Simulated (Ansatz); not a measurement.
**Single-point calculation, with input and output: Ti36O72 (part 2 of 2)**

The same run, continued: Ti36O72 (108 atoms in the cell); DFT, r2SCAN, PAW, plane waves (Ansatz 0.2.0); cutoff 500 eV, 1×1×1 k-mesh, Fermi–Dirac smearing of 0.01 eV. The structure was built on a prototype by a generator.

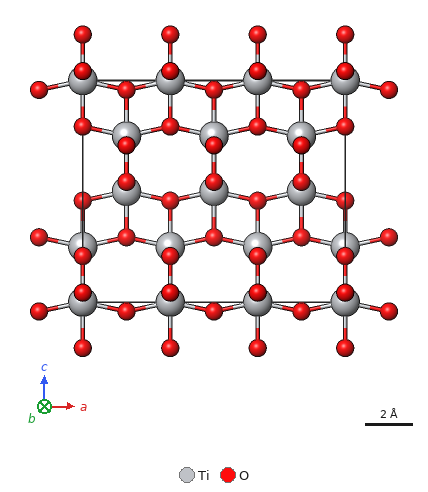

Fig. 1: The structure as given in the input (ball-and-stick view of the cell of the calculation, along the b axis; bonded neighbours outside the cell are drawn too).

## Output, continued
```
--- Forces (eV/Å), atoms counted from 1 ---
  atom   1  Ti     0.00001289    -0.00001289     0.00000000
  atom   2  Ti     0.00001289    -0.00001289     0.00000000
  atom   3  Ti     0.00001289    -0.00001289     0.00000000
  atom   4  Ti     0.00001289    -0.00001289     0.00000000
  atom   5  Ti     0.00001289    -0.00001289     0.00000000
  atom   6  Ti     0.00001289    -0.00001289     0.00000000
  atom   7  Ti     0.00001289    -0.00001289     0.00000000
  atom   8  Ti     0.00001289    -0.00001289     0.00000000
  atom   9  Ti     0.00001289    -0.00001289     0.00000000
  atom  10  Ti    -0.00001289     0.00001289    -0.00000000
  atom  11  Ti    -0.00001289     0.00001289    -0.00000000
  atom  12  Ti    -0.00001289     0.00001289    -0.00000000
  atom  13  Ti    -0.00001289     0.00001289    -0.00000000
  atom  14  Ti    -0.00001289     0.00001289    -0.00000000
  atom  15  Ti    -0.00001289     0.00001289    -0.00000000
  atom  16  Ti    -0.00001289     0.00001289    -0.00000000
  atom  17  Ti    -0.00001289     0.00001289    -0.00000000
  atom  18  Ti    -0.00001289     0.00001289    -0.00000000
  atom  19  Ti    -0.00001289     0.00001289    -0.00000000
  atom  20  Ti    -0.00001289     0.00001289    -0.00000000
  atom  21  Ti    -0.00001289     0.00001289    -0.00000000
  atom  22  Ti    -0.00001289     0.00001289    -0.00000000
  atom  23  Ti    -0.00001289     0.00001289    -0.00000000
  atom  24  Ti    -0.00001289     0.00001289    -0.00000000
  atom  25  Ti    -0.00001289     0.00001289    -0.00000000
  atom  26  Ti    -0.00001289     0.00001289    -0.00000000
  atom  27  Ti    -0.00001289     0.00001289    -0.00000000
  atom  28  Ti     0.00001289    -0.00001289     0.00000000
  atom  29  Ti     0.00001289    -0.00001289     0.00000000
  atom  30  Ti     0.00001289    -0.00001289     0.00000000
  atom  31  Ti     0.00001289    -0.00001289     0.00000000
  atom  32  Ti     0.00001289    -0.00001289     0.00000000
  atom  33  Ti     0.00001289    -0.00001289     0.00000000
  atom  34  Ti     0.00001289    -0.00001289     0.00000000
  atom  35  Ti     0.00001289    -0.00001289     0.00000000
  atom  36  Ti     0.00001289    -0.00001289     0.00000000
  atom  37  O     -0.00000569     0.00001284     0.10524315
  atom  38  O     -0.00000569     0.00001284     0.10524315
  atom  39  O     -0.00000569     0.00001284     0.10524315
  atom  40  O     -0.00000569     0.00001284     0.10524315
  atom  41  O     -0.00000569     0.00001284     0.10524315
  atom  42  O     -0.00000569     0.00001284     0.10524315
  atom  43  O     -0.00000569     0.00001284     0.10524315
  atom  44  O     -0.00000569     0.00001284     0.10524315
  atom  45  O     -0.00000569     0.00001284     0.10524315
  atom  46  O      0.00001284    -0.00000569     0.10524315
  atom  47  O      0.00001284    -0.00000569     0.10524315
  atom  48  O      0.00001284    -0.00000569     0.10524315
  atom  49  O      0.00001284    -0.00000569     0.10524315
  atom  50  O      0.00001284    -0.00000569     0.10524315
  atom  51  O      0.00001284    -0.00000569     0.10524315
  atom  52  O      0.00001284    -0.00000569     0.10524315
  atom  53  O      0.00001284    -0.00000569     0.10524315
  atom  54  O      0.00001284    -0.00000569     0.10524315
  atom  55  O      0.00000569    -0.00001284    -0.10524315
  atom  56  O      0.00000569    -0.00001284    -0.10524315
  atom  57  O      0.00000569    -0.00001284    -0.10524315
  atom  58  O      0.00000569    -0.00001284    -0.10524315
  atom  59  O      0.00000569    -0.00001284    -0.10524315
  atom  60  O      0.00000569    -0.00001284    -0.10524315
  atom  61  O      0.00000569    -0.00001284    -0.10524315
  atom  62  O      0.00000569    -0.00001284    -0.10524315
  atom  63  O      0.00000569    -0.00001284    -0.10524315
  atom  64  O     -0.00001284     0.00000569    -0.10524315
  atom  65  O     -0.00001284     0.00000569    -0.10524315
  atom  66  O     -0.00001284     0.00000569    -0.10524315
  atom  67  O     -0.00001284     0.00000569    -0.10524315
  atom  68  O     -0.00001284     0.00000569    -0.10524315
  atom  69  O     -0.00001284     0.00000569    -0.10524315
  atom  70  O     -0.00001284     0.00000569    -0.10524315
  atom  71  O     -0.00001284     0.00000569    -0.10524315
  atom  72  O     -0.00001284     0.00000569    -0.10524315
  atom  73  O     -0.00001284     0.00000569    -0.10524315
  atom  74  O     -0.00001284     0.00000569    -0.10524315
  atom  75  O     -0.00001284     0.00000569    -0.10524315
  atom  76  O     -0.00001284     0.00000569    -0.10524315
  atom  77  O     -0.00001284     0.00000569    -0.10524315
  atom  78  O     -0.00001284     0.00000569    -0.10524315
  atom  79  O     -0.00001284     0.00000569    -0.10524315
  atom  80  O     -0.00001284     0.00000569    -0.10524315
  atom  81  O     -0.00001284     0.00000569    -0.10524315
  atom  82  O      0.00001284    -0.00000569     0.10524315
  atom  83  O      0.00001284    -0.00000569     0.10524315
  atom  84  O      0.00001284    -0.00000569     0.10524315
  atom  85  O      0.00001284    -0.00000569     0.10524315
  atom  86  O      0.00001284    -0.00000569     0.10524315
  atom  87  O      0.00001284    -0.00000569     0.10524315
  atom  88  O      0.00001284    -0.00000569     0.10524315
  atom  89  O      0.00001284    -0.00000569     0.10524315
  atom  90  O      0.00001284    -0.00000569     0.10524315
  atom  91  O      0.00000569    -0.00001284    -0.10524315
  atom  92  O      0.00000569    -0.00001284    -0.10524315
  atom  93  O      0.00000569    -0.00001284    -0.10524315
  atom  94  O      0.00000569    -0.00001284    -0.10524315
  atom  95  O      0.00000569    -0.00001284    -0.10524315
  atom  96  O      0.00000569    -0.00001284    -0.10524315
  atom  97  O      0.00000569    -0.00001284    -0.10524315
  atom  98  O      0.00000569    -0.00001284    -0.10524315
  atom  99  O      0.00000569    -0.00001284    -0.10524315
  atom 100  O     -0.00000569     0.00001284     0.10524315
  atom 101  O     -0.00000569     0.00001284     0.10524315
  atom 102  O     -0.00000569     0.00001284     0.10524315
  atom 103  O     -0.00000569     0.00001284     0.10524315
  atom 104  O     -0.00000569     0.00001284     0.10524315
  atom 105  O     -0.00000569     0.00001284     0.10524315
  atom 106  O     -0.00000569     0.00001284     0.10524315
  atom 107  O     -0.00000569     0.00001284     0.10524315
  atom 108  O     -0.00000569     0.00001284     0.10524315
  max |Σ_I F_I| component: 5.55e-17 eV/Å
--- Band table (eV) ---
  k-point 0: bands = ["-51.5589", "-51.5495", "-51.5495", "-51.5495", "-51.5495", "-51.5402", "-51.5402", "-51.5402", "-51.5402", "-51.5343", ... 330 levels left out ..., "4.8545", "4.8545", "4.8545", "4.8545", "4.8994", "4.8994", "4.8994", "4.8994", "4.9036", "4.9036", "4.9312", "4.9312", "4.9452", "5.3226", "5.3226", "5.3226", "5.3226", "5.3547", "5.3547", "5.3547", "5.3547", "5.4308", "5.4308", "5.4308", "5.4308", "5.4308", "5.4308", "5.4308", "5.4308",
      "5.4492", "5.4492", "5.4492", "5.4492", "5.6126", "5.6126", "5.7140", "5.7140", "5.7140", "5.7140", "5.7172", "5.7172", "6.0103", "6.0103", "6.0103", "6.0103", "6.0522", "6.0522", "6.0522", "6.0522", "6.1588", "6.1588", "6.1588", "6.1588", "6.1659", "6.1659", "6.1659", "6.1659", "6.1890", "6.2277", "6.2277", "6.2441", "6.2441", "6.2441", "6.2441", "6.2804", "6.2804", "6.2804", "6.2804", "6.3428",
      "6.3428", "6.3428", "6.3428", "6.4063", "6.4063", "6.4063", "6.4063", "6.5289", "6.5289", "6.7939", "6.7939", "6.7939", "6.7939", "6.7939", "6.7939", "6.7939", "6.7939", "6.8901", "6.8901", "6.9055", "6.9055", "6.9055", "6.9055", "9.5548", "9.9063", "9.9063", "10.2821", "10.4644", "10.4644", "10.4644", "10.4644", "10.4712", "10.4712", "10.4712", "10.4712", "10.6270", "10.6270", "10.6270", "10.6270", "10.6392",
      "10.6392", "10.6392", "10.6392", "10.6392", "10.6392", "10.6392", "10.6392", "10.7332", "10.7332", "10.7332", "10.7332", "10.8124", "10.8124", "10.8124", "10.8124", "10.8427", "10.8427", "10.8427", "10.8427", "10.8917", "10.8917", "10.8917", "10.8917", "10.9373", "10.9373", "10.9373", "10.9373", "10.9892", "10.9892", "10.9892", "10.9892", "10.9907", "10.9907", "10.9907", "10.9907", "11.0426", "11.0426", "11.0426", "11.0426", "11.0426",
      "11.0426", "11.0427", "11.0427", "11.0650", "11.0650", "11.0650", "11.0650", "11.2369", "11.2369", "11.2369", "11.2369", "11.2374", "11.2374", "11.3963", "11.3963", "11.3963", "11.3963", "11.4400", "11.4400", "11.4400", "11.4400", "11.4816", "11.4816", "11.4847", "11.4847", "11.7434", "11.7434", "11.7671", "11.7671", "11.7671", "11.7671", "11.8655", "11.8655", "11.8655", "11.8655", "11.8923", "11.8923", "11.8923", "11.8923", "11.8923",
      "11.8923", "11.8923", "11.8923", "11.9447", "11.9447", "11.9447", "11.9447", "12.0788", "12.0788", "12.0788", "12.0788"]
--- Löwdin populations: 108 sites ---
  site symbol       q [e]
     0     Ti     10.5523
     1     Ti     10.5523
     2     Ti     10.5523
     3     Ti     10.5523
     4     Ti     10.5523
     5     Ti     10.5523
     6     Ti     10.5523
     7     Ti     10.5523
     8     Ti     10.5523
     9     Ti     10.5523
    10     Ti     10.5523
    11     Ti     10.5523
    12     Ti     10.5523
    13     Ti     10.5523
    14     Ti     10.5523
    15     Ti     10.5523
    16     Ti     10.5523
    17     Ti     10.5523
    18     Ti     10.5523
    19     Ti     10.5523
    20     Ti     10.5523
    21     Ti     10.5523
    22     Ti     10.5523
    23     Ti     10.5523
    24     Ti     10.5523
    25     Ti     10.5523
    26     Ti     10.5523
    27     Ti     10.5523
    28     Ti     10.5523
    29     Ti     10.5523
    30     Ti     10.5523
    31     Ti     10.5523
    32     Ti     10.5523
    33     Ti     10.5523
    34     Ti     10.5523
    35     Ti     10.5523
    36      O      6.6818
    37      O      6.6818
    38      O      6.6818
    39      O      6.6818
    40      O      6.6818
    41      O      6.6818
    42      O      6.6818
    43      O      6.6818
    44      O      6.6818
    45      O      6.6818
    46      O      6.6818
    47      O      6.6818
    48      O      6.6818
    49      O      6.6818
    50      O      6.6818
    51      O      6.6818
    52      O      6.6818
    53      O      6.6818
    54      O      6.6818
    55      O      6.6818
    56      O      6.6818
    57      O      6.6818
    58      O      6.6818
    59      O      6.6818
    60      O      6.6818
    61      O      6.6818
    62      O      6.6818
    63      O      6.6818
    64      O      6.6818
    65      O      6.6818
    66      O      6.6818
    67      O      6.6818
    68      O      6.6818
    69      O      6.6818
    70      O      6.6818
    71      O      6.6818
    72      O      6.6818
    73      O      6.6818
    74      O      6.6818
    75      O      6.6818
    76      O      6.6818
    77      O      6.6818
    78      O      6.6818
    79      O      6.6818
    80      O      6.6818
    81      O      6.6818
    82      O      6.6818
    83      O      6.6818
    84      O      6.6818
    85      O      6.6818
    86      O      6.6818
    87      O      6.6818
    88      O      6.6818
    89      O      6.6818
    90      O      6.6818
    91      O      6.6818
    92      O      6.6818
    93      O      6.6818
    94      O      6.6818
    95      O      6.6818
    96      O      6.6818
    97      O      6.6818
    98      O      6.6818
    99      O      6.6818
   100      O      6.6818
   101      O      6.6818
   102      O      6.6818
   103      O      6.6818
   104      O      6.6818
   105      O      6.6818
   106      O      6.6818
   107      O      6.6818
  spilling = 0.003505 (of n_electrons = 864.000000)
```

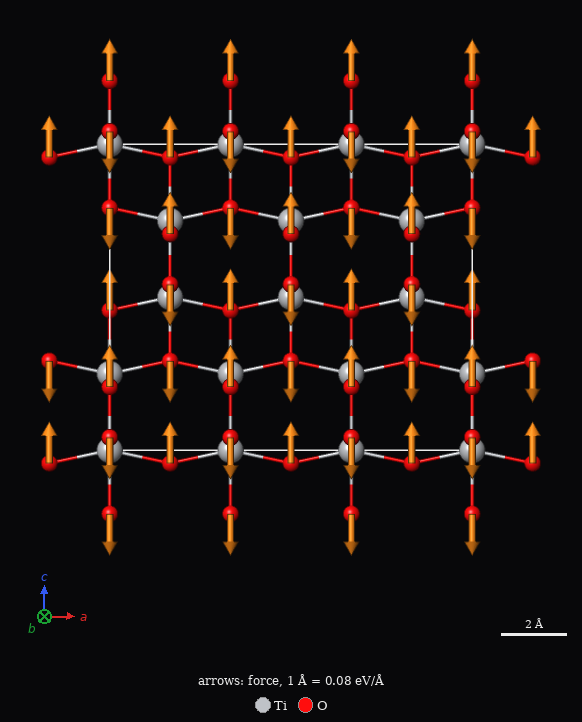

Fig. 2: Forces on the atoms as orange arrows (ball-and-stick view of the cell of the calculation, along the b axis; bonded neighbours outside the cell are drawn too). The largest act on all 72 O atoms (0.11 eV/Å). Atoms are counted from 1 in the order of the input and aren't labelled in the picture. 

## Summary

```csv
quantity,value
outcome,converged
space group (tolerance 0.01 Å),I4₁/amd (141)
electrons treated,864
free energy,−131268.2099 eV
Fermi energy,8.238 eV
largest force (length of the vector),0.105 eV/Å
hardware,"7 CPU threads, shared host"
wall time,39 s (CPU time 4.2 min)
peak memory,6.1 GiB
```

Notes on the run: the structure was made exactly symmetric; near-symmetries of the structure were not used. The k-point mesh is coarse for a cell of this size, so the results may not be converged.
